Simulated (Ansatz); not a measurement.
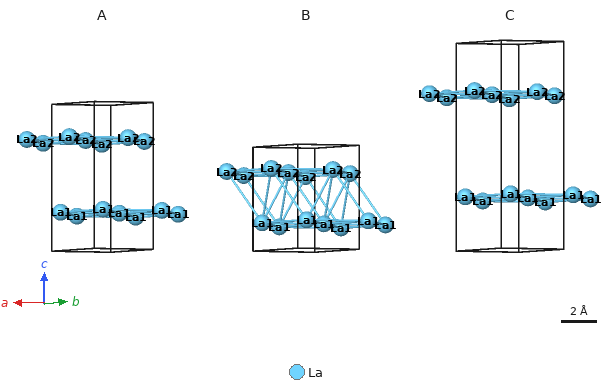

3 geometries from one relaxation of crystalline La (a generated structure, set up in P6_3/mmc), in shuffled order. Style: ball-and-stick. Shown: the cell of the calculation, from a free direction.

Computed with DFT, PAW plane waves, PBE in Ansatz 0.2.0. (plane-wave cutoff 420 eV; k-point mesh 6 × 6 × 2; occupations fermi dirac; smearing width 0.1 eV; no spin polarisation; cell and atoms relaxed; at most 40 steps)

Q: Order the frames from highest to lowest energy.

A: C, A, B. They are steps 0, 6, 13, at +1188 meV per atom, +512 meV per atom relative to the last. The atoms keep their places relative to the cell (all moves are under 0.005 Å). The drawn cell changes as follows: a = b 3.791 → 3.735 Å (−1.5 %), c 12.216 → 6.112 Å (−50.0 %); the volume changes by −51.4 %. Among the contacts that change: La1–La2 6.488 → 3.740 Å, La1–La1 3.791 → 3.735 Å. New bonds form: La1–La2 (6.49 → 3.74 Å). The space group stays P6_3/mmc (No. 194). Over 12 accepted moves (13 points after the start) the energy falls by 1188 meV per atom. All forces vanish by symmetry, so only the cell relaxes. The pressure goes from −2.25 to −0.01 GPa. The SCF was repeated once at an unchanged geometry on a basis and grid sized afresh for the cell, which shifted the energy by 0.3 meV per atom at most. The run took 56 s on 1 thread of Arm Neoverse V1, with other jobs on the host, peak memory 0.4 GiB.
